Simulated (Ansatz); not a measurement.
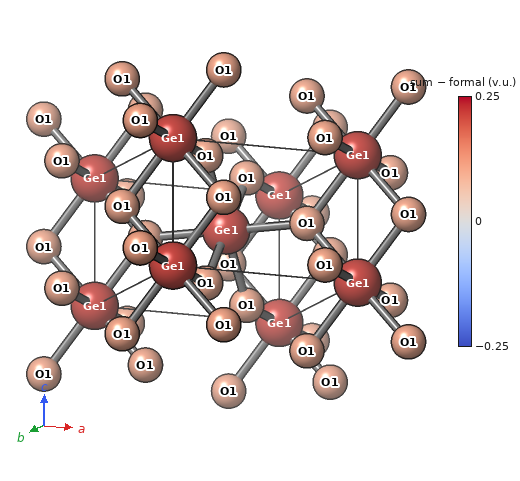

Atoms of GeO2 (P4_2/mnm, No. 136) coloured by their computed bond-valence sum less the size of their formal valence (view from a free direction).

Bond valence s = exp((R0 − d)/b), R0 fitted to published crystal structures with b = 0.37 Å, summed over all anions within 5 Å; R0 in Å: Ge4+–O 1.738.

The cell is taken from a calculation's input that goes back to an entry of the Crystallography Open Database (an earlier step may have relaxed or displaced it).

```
CELL_PARAMETERS angstrom
4.39500 0.00000 0.00000
0.00000 4.39500 0.00000
0.00000 0.00000 2.86000
ATOMIC_POSITIONS crystal
Ge 0.00000 0.00000 0.00000
Ge 0.50000 0.50000 0.50000
O 0.30700 0.30700 0.00000
O 0.19300 0.80700 0.50000
O 0.69300 0.69300 0.00000
O 0.80700 0.19300 0.50000
```

Site labels: Ge1 at 0.000, 0.000, 0.000; O1 at 0.307, 0.307, 0.000.

Q: Which site departs most from its formal valence?

A: Ge1, whose sum is 4.22 against 4: by this sum it is overbonded.

Q: Give the sums of all sites.

A:
```
site              x, y, z  formal valence  bond-valence sum  difference
 Ge1  0.000, 0.000, 0.000              +4              4.22        0.22
  O1  0.307, 0.307, 0.000              −2              2.11        0.11
```

Q: Is the structure strained by this measure?

A: The global instability index (root mean square of the differences over all atoms) is 0.15 v.u.: moderate strain, common in real structures. The cell was not relaxed for this table, and a volume that is off by a few per cent shifts all sums together.
